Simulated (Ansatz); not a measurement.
Al (slab)

The calculation's input:

```
crystal:
  lattice:
    - [2.8221979689, 0.0, 0.0]
    - [0.0, 10.4728290076, 0.0]
    - [0.0, 0.0, 26.528170238]
  atoms:
    - { symbol: Al, position: [0.5, 0.8407730519, 0.2827183305] }
    - { symbol: Al, position: [0.5, 0.1089276623, 0.2962984348] }
    - { symbol: Al, position: [0.0, 0.6089276623, 0.2962984348] }
    - { symbol: Al, position: [0.5, 0.3770822727, 0.3098785392] }
    - { symbol: Al, position: [0.0, 0.9497007143, 0.3641989565] }
    - { symbol: Al, position: [0.0, 0.2178553247, 0.3777790609] }
    - { symbol: Al, position: [0.5, 0.7178553247, 0.3777790609] }
    - { symbol: Al, position: [0.0, 0.4860099351, 0.3913591652] }
    - { symbol: Al, position: [0.5, 0.0586283766, 0.4456795826] }
    - { symbol: Al, position: [0.5, 0.326782987, 0.459259687] }
    - { symbol: Al, position: [0.0, 0.826782987, 0.459259687] }
    - { symbol: Al, position: [0.5, 0.5949375974, 0.4728397913] }
    - { symbol: Al, position: [0.0, 0.167556039, 0.5271602087] }
    - { symbol: Al, position: [0.0, 0.4357106494, 0.540740313] }
    - { symbol: Al, position: [0.5, 0.9357106494, 0.540740313] }
    - { symbol: Al, position: [0.0, 0.7038652597, 0.5543204174] }
    - { symbol: Al, position: [0.5, 0.2764837013, 0.6086408348] }
    - { symbol: Al, position: [0.5, 0.5446383117, 0.6222209391] }
    - { symbol: Al, position: [0.0, 0.0446383117, 0.6222209391] }
    - { symbol: Al, position: [0.5, 0.8127929221, 0.6358010435] }
    - { symbol: Al, position: [0.0, 0.3854113636, 0.6901214608] }
    - { symbol: Al, position: [0.0, 0.653565974, 0.7037015652] }
    - { symbol: Al, position: [0.5, 0.153565974, 0.7037015652] }
    - { symbol: Al, position: [0.0, 0.9217205844, 0.7172816695] }
basis:
  ecutwfc: 500
kpoints:
  mp_grid: { grid: [12, 4, 1] }
hamiltonian:
  xc: r2scan
scf:
  occupations: { method: gaussian, width: 0.1 }
output:
  forces: true
  eigenvalues: true
  write_density: true
  write_potential: true
  elf: true
  volumetric_format: npy
relax:
  adjacent_minimum: "off"
  f_tol: 0.02
  max_steps: 60
efield:
  axis: 3
  dipole_correction: true
  ramp_width: 0.04
```

Launched as:

```sh
ansatz run input.yaml --threads 2 --pin off --max-ram 5120MiB --backend cpu --events-out ev --progress --plain --runs-dir out
```

The fields are those of the run's last geometry, not of the input's.

All numbers below come from Ansatz 0.2.0, DFT r2SCAN, scalar-relativistic, plane waves, PAW.

What can the converged valence pseudo-density and electron localisation function tell about the bonding?

Answer. Al–Al (2.82 Å): the density is about 0.21 e/Å³ at the midpoint; the ELF peaks at about 0.65 between the atoms.
Al–Al (2.84 Å): the density is about 0.21 e/Å³ at the midpoint; the ELF peaks at about 0.75 between the atoms.

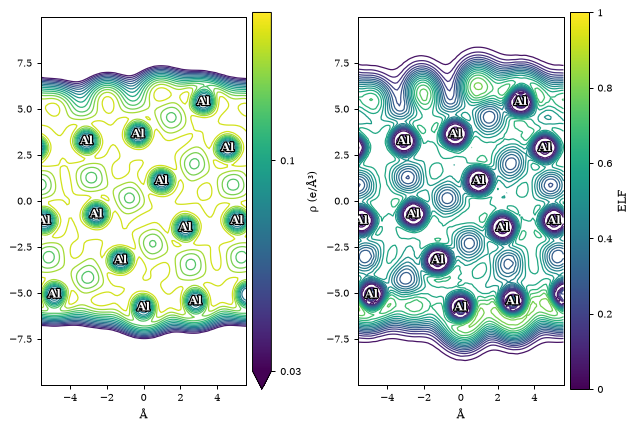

Computed valence pseudo-density and electron localisation function on the (100) plane of the calculation cell, a cut from vacuum to vacuum, in this order. 

Core electrons are frozen (PAW), and the valence fields are smoothed inside the atomic spheres.
